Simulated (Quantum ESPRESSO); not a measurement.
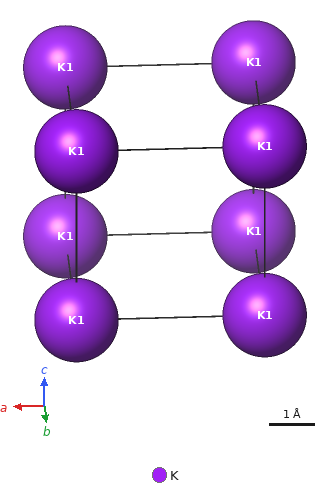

**Figure 1.** The structure (spheres-only view of the cell of the calculation, seen at an oblique angle; atoms are numbered from 1 in the order of the input).

Run report: K, single-point calculation

K (1 atom in the cell), computed with Kohn-Sham DFT of a periodic cell, PBE, SSSP 1.3 efficiency PBE, no spin polarisation (Quantum ESPRESSO 7.5).

The structure derives from a Materials Project entry. The volume is scaled by 0.98.

Log:
```
This program is part of the open-source Quantum ESPRESSO suite
     for quantum simulation of materials; please cite
         "P. Giannozzi et al., J. Phys.:Condens. Matter 21 395502 (2009);
         "P. Giannozzi et al., J. Phys.:Condens. Matter 29 465901 (2017);
         "P. Giannozzi et al., J. Chem. Phys. 152 154105 (2020);
          URL
     in publications or presentations arising from this work. More details at

     file K.pbe-spn-kjpaw_psl.1.0.0.UPF: wavefunction(s)  3S renormalized
     Message from routine setup:
     using ibrav=0 with symmetry is DISCOURAGED, use correct ibrav instead

     G-vector sticks info
     --------------------
     sticks:   dense  smooth     PW     G-vecs:    dense   smooth      PW
     Sum        2501    1245    373                93981    33131    5377

     Using Slab Decomposition

     bravais-lattice index     =            0
     lattice parameter (alat)  =       8.0909  a.u.
     unit-cell volume          =     529.6480 (a.u.)^3
     number of atoms/cell      =            1
     number of atomic types    =            1
     number of electrons       =         9.00
     number of Kohn-Sham states=           10
     kinetic-energy cutoff     =      60.0000  Ry
     charge density cutoff     =     480.0000  Ry
     scf convergence threshold =      2.0E-10
     mixing beta               =       0.5000
     number of iterations used =            8  plain     mixing
     Exchange-correlation= SLA  PW   PBX  PBC
                           (   1   4   3   4   0   0   0)

     celldm(1)=   8.090880  celldm(2)=   0.000000  celldm(3)=   0.000000
     celldm(4)=   0.000000  celldm(5)=   0.000000  celldm(6)=   0.000000

     crystal axes: (cart. coord. in units of alat)
               a(1) = (   1.000000   0.000000   0.000000 )
               a(2) = (   0.000000   1.000000   0.000000 )
               a(3) = (   0.000000   0.000000   1.000000 )

     reciprocal axes: (cart. coord. in units 2 pi/alat)
               b(1) = (  1.000000  0.000000  0.000000 )
               b(2) = (  0.000000  1.000000  0.000000 )
               b(3) = (  0.000000  0.000000  1.000000 )

     PseudoPot. # 1 for K  read from file:
     K.pbe-spn-kjpaw_psl.1.0.0.UPF
     Pseudo is Projector augmented-wave + core cor, Zval =  9.0
     Generated using "atomic" code by A. Dal Corso  v.5.1
     Shape of augmentation charge: PSQ
     Using radial grid of 1165 points,  6 beta functions with:
                l(1) =   0
                l(2) =   0
                l(3) =   1
                l(4) =   1
                l(5) =   2
                l(6) =   2
     Q(r) pseudized with 0 coefficients

     atomic species   valence    mass     pseudopotential
     K                 9.00    39.09830     K ( 1.00)

     48 Sym. Ops., with inversion, found

   Cartesian axes

     site n.     atom                  positions (alat units)
         1        K      tau(   1) = (   0.0000000   0.0000000   0.0000000  )

     number of k points=    20  Fermi-Dirac smearing, width (Ry)=  0.0037
                       cart. coord. in units 2pi/alat
        k(    1) = (   0.0000000   0.0000000   0.0000000), wk =   0.0092593
        k(    2) = (   0.0000000   0.0000000   0.1666667), wk =   0.0555556
        k(    3) = (   0.0000000   0.0000000   0.3333333), wk =   0.0555556
        k(    4) = (   0.0000000   0.0000000  -0.5000000), wk =   0.0277778
        k(    5) = (   0.0000000   0.1666667   0.1666667), wk =   0.1111111
        k(    6) = (   0.0000000   0.1666667   0.3333333), wk =   0.2222222
        k(    7) = (   0.0000000   0.1666667  -0.5000000), wk =   0.1111111
        k(    8) = (   0.0000000   0.3333333   0.3333333), wk =   0.1111111
        k(    9) = (   0.0000000   0.3333333  -0.5000000), wk =   0.1111111
        k(   10) = (   0.0000000  -0.5000000  -0.5000000), wk =   0.0277778
        k(   11) = (   0.1666667   0.1666667   0.1666667), wk =   0.0740741
        k(   12) = (   0.1666667   0.1666667   0.3333333), wk =   0.2222222
        k(   13) = (   0.1666667   0.1666667  -0.5000000), wk =   0.1111111
        k(   14) = (   0.1666667   0.3333333   0.3333333), wk =   0.2222222
        k(   15) = (   0.1666667   0.3333333  -0.5000000), wk =   0.2222222
        k(   16) = (   0.1666667  -0.5000000  -0.5000000), wk =   0.0555556
        k(   17) = (   0.3333333   0.3333333   0.3333333), wk =   0.0740741
        k(   18) = (   0.3333333   0.3333333  -0.5000000), wk =   0.1111111
        k(   19) = (   0.3333333  -0.5000000  -0.5000000), wk =   0.0555556
        k(   20) = (  -0.5000000  -0.5000000  -0.5000000), wk =   0.0092593

     Dense  grid:    93981 G-vectors     FFT dimensions: (  60,  60,  60)

     Smooth grid:    33131 G-vectors     FFT dimensions: (  40,  40,  40)

     Initial potential from superposition of free atoms

     starting charge       8.9812, renormalised to       9.0000
     Starting wfcs are    8 randomized atomic wfcs +    2 random wfcs

     Self-consistent Calculation

     iteration #  1     ecut=    60.00 Ry     beta= 0.50
     Davidson diagonalization with overlap
     ethr =  1.00E-02,  avg # of iterations =  8.2

     Threshold (ethr) on eigenvalues was too large:
     Diagonalizing with lowered threshold

     Davidson diagonalization with overlap
     c_bands:  1 eigenvalues not converged
     ethr =  1.98E-05,  avg # of iterations =  7.7

     total energy              =    -113.00288750 Ry
     estimated scf accuracy    <       0.00177150 Ry

     iteration #  2     ecut=    60.00 Ry     beta= 0.50
     Davidson diagonalization with overlap
     ethr =  1.97E-05,  avg # of iterations =  1.6

     total energy              =    -113.00298818 Ry
     estimated scf accuracy    <       0.00027478 Ry

     iteration #  3     ecut=    60.00 Ry     beta= 0.50
     Davidson diagonalization with overlap
     ethr =  3.05E-06,  avg # of iterations =  3.0

     total energy              =    -113.00299748 Ry
     estimated scf accuracy    <       0.00002361 Ry

     iteration #  4     ecut=    60.00 Ry     beta= 0.50
     Davidson diagonalization with overlap
     ethr =  2.62E-07,  avg # of iterations =  1.2

     total energy              =    -113.00299852 Ry
     estimated scf accuracy    <       0.00000015 Ry

     iteration #  5     ecut=    60.00 Ry     beta= 0.50
     Davidson diagonalization with overlap
     ethr =  1.67E-09,  avg # of iterations =  2.5

     total energy              =    -113.00299855 Ry
     estimated scf accuracy    <       0.00000006 Ry

     iteration #  6     ecut=    60.00 Ry     beta= 0.50
     Davidson diagonalization with overlap
     ethr =  6.67E-10,  avg # of iterations =  1.2

     total energy              =    -113.00299855 Ry
     estimated scf accuracy    <          7.2E-09 Ry

     iteration #  7     ecut=    60.00 Ry     beta= 0.50
     Davidson diagonalization with overlap
     ethr =  7.95E-11,  avg # of iterations =  2.0

     total energy              =    -113.00299856 Ry
     estimated scf accuracy    <          7.3E-10 Ry

     iteration #  8     ecut=    60.00 Ry     beta= 0.50
     Davidson diagonalization with overlap
     ethr =  8.14E-12,  avg # of iterations =  1.4

     total energy              =    -113.00299856 Ry
     estimated scf accuracy    <          2.0E-10 Ry

     iteration #  9     ecut=    60.00 Ry     beta= 0.50
     Davidson diagonalization with overlap
     ethr =  2.23E-12,  avg # of iterations =  2.0

     End of self-consistent calculation

          k = 0.0000 0.0000 0.0000 (  4139 PWs)   bands (ev):

   -30.7660 -14.2075 -14.2075 -14.2075  -0.5062   4.4615   4.4615   7.9612
     7.9616   7.9616

          k = 0.0000 0.0000 0.1667 (  4132 PWs)   bands (ev):

   -30.7649 -14.2300 -14.2056 -14.2056  -0.2476   4.1513   4.5874   6.9811
     6.9812   7.3079

          k = 0.0000 0.0000 0.3333 (  4128 PWs)   bands (ev):

   -30.7626 -14.2744 -14.2019 -14.2019   0.4934   3.0161   4.8845   6.4186
     6.4186   7.5649

          k = 0.0000 0.0000-0.5000 (  4140 PWs)   bands (ev):

   -30.7615 -14.2964 -14.2000 -14.2000   1.5259   1.7494   5.0670   6.2183
     6.2183   7.8241

          k = 0.0000 0.1667 0.1667 (  4144 PWs)   bands (ev):

   -30.7638 -14.2287 -14.2271 -14.2038   0.0069   4.2319   4.4087   6.1724
     6.8896   7.3828

          k = 0.0000 0.1667 0.3333 (  4158 PWs)   bands (ev):

   -30.7615 -14.2719 -14.2236 -14.2000   0.7355   3.2027   4.7199   5.8233
     6.4976   7.3562

          k = 0.0000 0.1667-0.5000 (  4164 PWs)   bands (ev):

   -30.7604 -14.2936 -14.2215 -14.1982   1.8089   1.8951   5.0844   5.5340
     6.3129   7.4063

          k = 0.0000 0.3333 0.3333 (  4160 PWs)   bands (ev):

   -30.7593 -14.2675 -14.2659 -14.1964   1.4166   3.5778   3.8844   5.3316
     6.6173   6.8692

          k = 0.0000 0.3333-0.5000 (  4152 PWs)   bands (ev):

   -30.7582 -14.2881 -14.2642 -14.1945   2.3073   2.5953   4.4098   4.7338
     6.5246   6.8560

          k = 0.0000-0.5000-0.5000 (  4116 PWs)   bands (ev):

   -30.7571 -14.2853 -14.2853 -14.1927   2.7014   3.6636   3.7441   3.7441
     6.6451   8.3673

          k = 0.1667 0.1667 0.1667 (  4163 PWs)   bands (ev):

   -30.7626 -14.2274 -14.2250 -14.2250   0.2569   4.3586   4.3586   5.7329
     6.7049   6.7050

          k = 0.1667 0.1667 0.3333 (  4141 PWs)   bands (ev):

   -30.7604 -14.2694 -14.2223 -14.2209   0.9714   3.3904   4.7132   5.7904
     5.9064   6.7978

          k = 0.1667 0.1667-0.5000 (  4152 PWs)   bands (ev):

   -30.7593 -14.2909 -14.2202 -14.2188   2.0452   2.0843   5.1832   5.3018
     6.1020   6.7931

          k = 0.1667 0.3333 0.3333 (  4166 PWs)   bands (ev):

   -30.7582 -14.2651 -14.2635 -14.2175   1.6337   3.8261   3.9559   5.4773
     5.8299   6.4533

          k = 0.1667 0.3333-0.5000 (  4172 PWs)   bands (ev):

   -30.7571 -14.2854 -14.2618 -14.2155   2.4707   2.8392   4.4157   4.9372
     6.2534   6.3218

          k = 0.1667-0.5000-0.5000 (  4172 PWs)   bands (ev):

   -30.7560 -14.2827 -14.2827 -14.2135   2.8938   3.7722   3.7722   4.0351
     6.4349   6.4349

          k = 0.3333 0.3333 0.3333 (  4173 PWs)   bands (ev):

   -30.7560 -14.2609 -14.2587 -14.2587   2.2339   4.1299   4.1299   5.0065
     5.8453   5.8453

          k = 0.3333 0.3333-0.5000 (  4162 PWs)   bands (ev):

   -30.7549 -14.2802 -14.2577 -14.2563   2.9274   3.4194   4.2451   5.4709
     5.5683   5.9479

          k = 0.3333-0.5000-0.5000 (  4148 PWs)   bands (ev):

   -30.7539 -14.2775 -14.2775 -14.2546   3.4190   3.8304   3.8304   5.0384
     6.0700   6.0701

          k =-0.5000-0.5000-0.5000 (  4224 PWs)   bands (ev):

   -30.7528 -14.2749 -14.2749 -14.2749   3.8604   3.8604   3.8604   5.8403
     5.9083   5.9083

     the Fermi energy is     1.6321 ev

!    total energy              =    -113.00299856 Ry
     total all-electron energy =     -1204.241710 Ry
     estimated scf accuracy    <          7.2E-13 Ry
     smearing contrib. (-TS)   =      -0.00072697 Ry
     internal energy E=F+TS    =    -113.00227158 Ry

     The total energy is F=E-TS. E is the sum of the following terms:
     one-electron contribution =     -38.00280242 Ry
     hartree contribution      =      19.98495014 Ry
     xc contribution           =     -11.15990792 Ry
     ewald contribution        =     -28.40495546 Ry
     one-center paw contrib.   =     -55.41955592 Ry

     convergence has been achieved in   9 iterations

     Forces acting on atoms (cartesian axes, Ry/au):

     atom    1 type  1   force =     0.00000000    0.00000000    0.00000000

     Total force =     0.000000     Total SCF correction =     0.000000

     Computing stress (Cartesian axis) and pressure

          total   stress  (Ry/bohr**3)                   (kbar)     P=        0.15
   0.00000099   0.00000000   0.00000000            0.15        0.00        0.00
   0.00000000   0.00000099   0.00000000            0.00        0.15        0.00
   0.00000000   0.00000000   0.00000099            0.00        0.00        0.15

=------------------------------------------------------------------------------=
   JOB DONE.
=------------------------------------------------------------------------------=
```

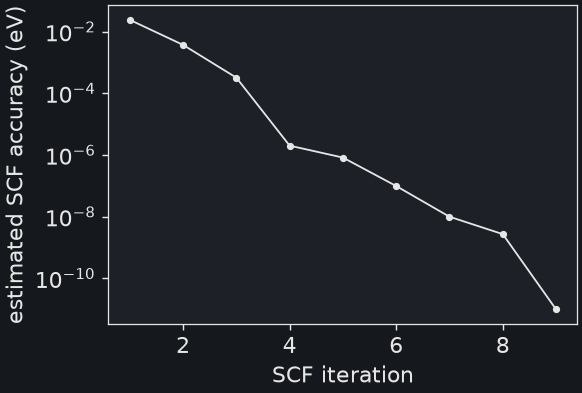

**Figure 2.** Convergence of the self-consistent field: estimated SCF accuracy against the iteration. The field takes 9 iterations in all.

The run was set up as follows.

Input file:
```
&CONTROL
  calculation = 'scf'
  prefix = 'pwscf'
  outdir = './tmp'
  pseudo_dir = './pseudo'
  tprnfor = .true.
  tstress = .true.
  disk_io = 'nowf'
/
&SYSTEM
  ibrav = 0
  nat = 1
  ntyp = 1
  ecutwfc = 60
  ecutrho = 480
  nbnd = 10
  occupations = 'smearing'
  smearing = 'fd'
  degauss = 0.00367493
/
&ELECTRONS
  conv_thr = 2d-10
  electron_maxstep = 120
  mixing_beta = 0.5
/
ATOMIC_SPECIES
K     39.0983 K.pbe-spn-kjpaw_psl.1.0.0.UPF
CELL_PARAMETERS angstrom
   4.2815094942    0.0000000000    0.0000000000
   0.0000000000    4.2815094942    0.0000000000
   0.0000000000    0.0000000000    4.2815094942
ATOMIC_POSITIONS crystal
K      0.0000000000    0.0000000000    0.0000000000
K_POINTS automatic
6 6 6 0 0 0
```

Launched with:
```bash
OMP_NUM_THREADS=1 pw.x -in pw.in > pw.out
```

Results in brief:

- outcome: converged
- space group (tolerance 0.01 Å): Pm-3m (221)
- electrons treated: 9
- free energy: −1537.4841 eV
- Fermi energy: 1.632 eV
- gap on the k-point mesh: none (metallic)
- pressure: 0.01 GPa
- largest force (length of the vector): under 0.001 eV/Å
- hardware: 1 thread of Arm Neoverse V2, 24 GiB of memory available, shared host
- wall time: 18 s
- peak memory: 0.37 GiB
